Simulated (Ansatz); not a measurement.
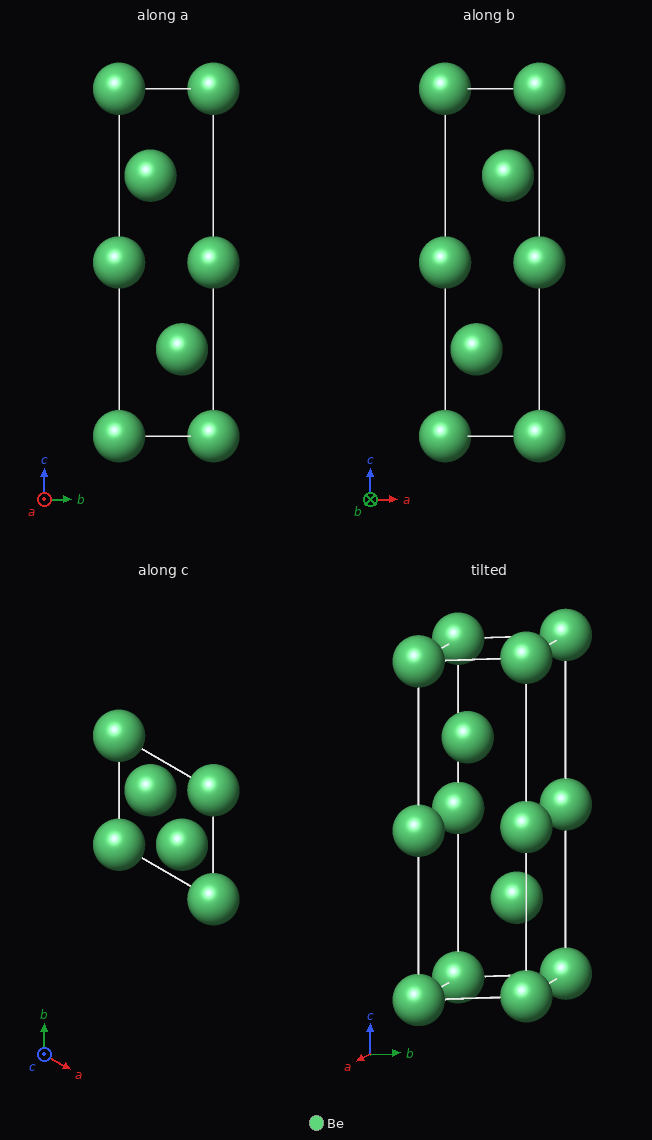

Crystal structure, spheres-only style, seen along the a axis, along the b axis, along the c axis and slightly off an axis. The parallelepiped is the conventional unit cell.

Lattice parameters: a = 2.2537 Å, b = 2.2537 Å, c = 7.1849 Å, α = 90.000°, β = 90.000°, γ = 120.000°.

Q: Put the structure into a CIF in P1 with every atom of the cell.

A:
```cif
data_structure
_symmetry_space_group_name_H-M 'P 1'
_symmetry_Int_Tables_number 1
_cell_length_a 2.2537
_cell_length_b 2.2537
_cell_length_c 7.1849
_cell_angle_alpha 90.000
_cell_angle_beta 90.000
_cell_angle_gamma 120.000
_cell_volume 31.61
loop_
_atom_site_label
_atom_site_type_symbol
_atom_site_fract_x
_atom_site_fract_y
_atom_site_fract_z
_atom_site_occupancy
Be1 Be 0.0000 0.0000 0.0000 1
Be2 Be 0.3333 0.6667 0.2500 1
Be3 Be 0.0000 0.0000 0.5000 1
Be4 Be 0.6667 0.3333 0.7500 1
```

Origin of the cell: a structure type filled with this element by a generator (whether the element takes this form wasn't checked). It is drawn as it came out of a relaxation with Ansatz 0.2.0, DFT r2SCAN, scalar-relativistic, plane waves, PAW.
